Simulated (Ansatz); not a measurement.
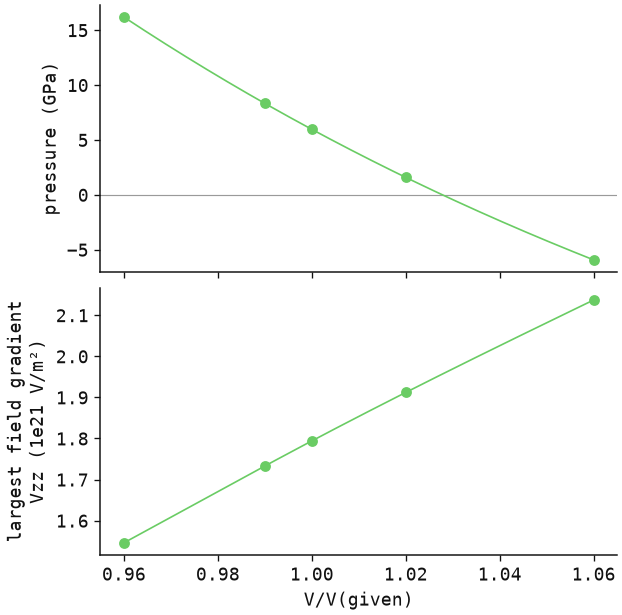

How it was computed, with Ansatz 0.2.0: periodic Kohn-Sham DFT of a crystal at fixed atoms, scaled to the stated factor times the given cell; pressure positive in compression. Level: PBE.

```json
{"setting": "method", "value": "all-electron PAW"}
{"setting": "relativity", "value": "scalar"}
{"setting": "k mesh", "value": "13×13×13"}
{"setting": "occupations", "value": "Fermi–Dirac"}
{"setting": "smearing width", "value": "0.08 eV"}
{"setting": "nucleus", "value": "Gaussian"}
```

Cell as given: a = 5.458 Å, b = 5.458 Å, c = 5.458 Å, α = 139.43°, β = 139.43°, γ = 58.73°; 6 atoms.

Pressure and largest field gradient Vzz against V/V(given) for TiO₂, space group I4_1/amd (No. 141).

V(given) is 11.36 Å³/atom.

The pressure falls from 16.2 GPa at V/V(given) 0.96 to −5.9 GPa at 1.06, and changes sign near 1.03. The largest field gradient Vzz rises from 1.546 1e21 V/m² at V/V(given) 0.96 to 2.137 1e21 V/m² at 1.06. The volume at zero pressure from a fit of the pressures is 11.7 Å³/atom. The bulk modulus from that fit is 206 GPa.

Caveats: shape and atomic fractions are frozen while scaling, which makes layered, chain and framework solids too stiff.
